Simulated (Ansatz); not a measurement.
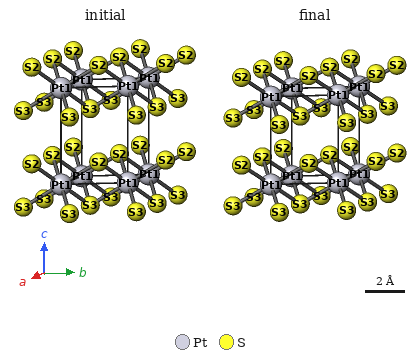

The structure of crystalline PtS2 (set up in P-3m1) (coarse preliminary run) before (left) and after (right) a relaxation, at one scale.

Style: ball-and-stick. Shown: the cell of the calculation, slightly off an axis.

These are results of DFT LDA, scalar-relativistic, plane waves, PAW in Ansatz, not measurements. (plane-wave cutoff 420 eV; k-point mesh 6 × 6 × 4; occupations gaussian; smearing width 0.1 eV; no spin polarisation; cell and atoms relaxed; force threshold 0.05 eV/Å; at most 80 steps)

Summarise the run.

Answer. The largest moves relative to the cell, 0.043 Å, are those of S2 and S3. S3 goes along −c. Pt stays in place. Cell: a = b 3.543 → 3.561 Å (+0.5 %), c 5.039 → 4.581 Å (−9.1 %). Volume −8.2 %. Among the contacts that change: Pt1–S2 2.402 → 2.375 Å. Bond angles that change, for instance: S2–Pt1–S2 95.0° → 97.1°, S2–Pt1–S3 85.0° → 82.9°, Pt1–S2–Pt1 95.0° → 97.1°. The space group stays P-3m1 (No. 164). The energy falls by 26.2 meV per atom in 4 accepted moves (5 points after the start). The largest force component goes from 0.7 to 0.01 eV/Å. The pressure goes from −5.47 to −0.18 GPa. The SCF was repeated once at an unchanged geometry on a basis and grid sized afresh for the cell, which shifted the energy by 0.2 meV per atom at most. Cost: 16 s on 1 thread of Arm Neoverse N1 (shared host), peak memory 0.37 GiB.
